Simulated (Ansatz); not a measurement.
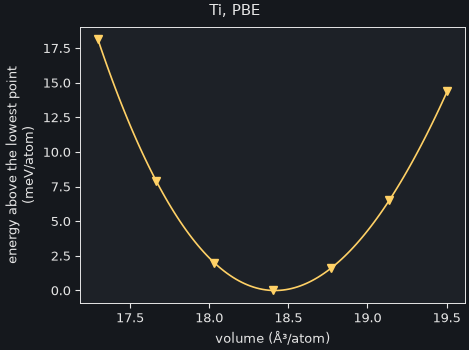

The figure shows the energy above the lowest point against volume for Ti, space group Pm-3m (No. 221) (one of a set of cubic test structures, which need not be the stable phase).

How it was computed, with Ansatz 0.2.0 development build: equation of state of a cubic crystal from periodic Kohn-Sham density functional theory without spin, third-order Birch-Murnaghan fit to the free energies; pressure corrected for the finite basis. Level: PBE.

- structure type: simple cubic
- atoms in cell: 1
- space group number: 221
- lattice centring: simple cubic
- k mesh: 41×41×41
- occupation method: Fermi–Dirac
- occupation width: 0.06123 eV
- wave cutoff: 420 eV
- datasets: soft-1 PAW
- density tolerance: 1e−07 eV
- bands: 10
- density cutoff ratio: 4
- search for lower states: default

From this curve and the settings, what does the calculation give for the pressure at the same points?

The pressure falls from 5.438 GPa at volume 17.30 Å³/atom to −4.067 GPa at 19.51 Å³/atom, and changes sign near 18.42 Å³/atom.

```csv
volume (Å³/atom),pressure (GPa)
17.30,5.438
17.67,3.485
18.03,1.697
18.40,0.060
18.77,-1.438
19.14,-2.810
19.51,-4.067
```

Limits of the calculation: cubic model structure, not the ambient form.
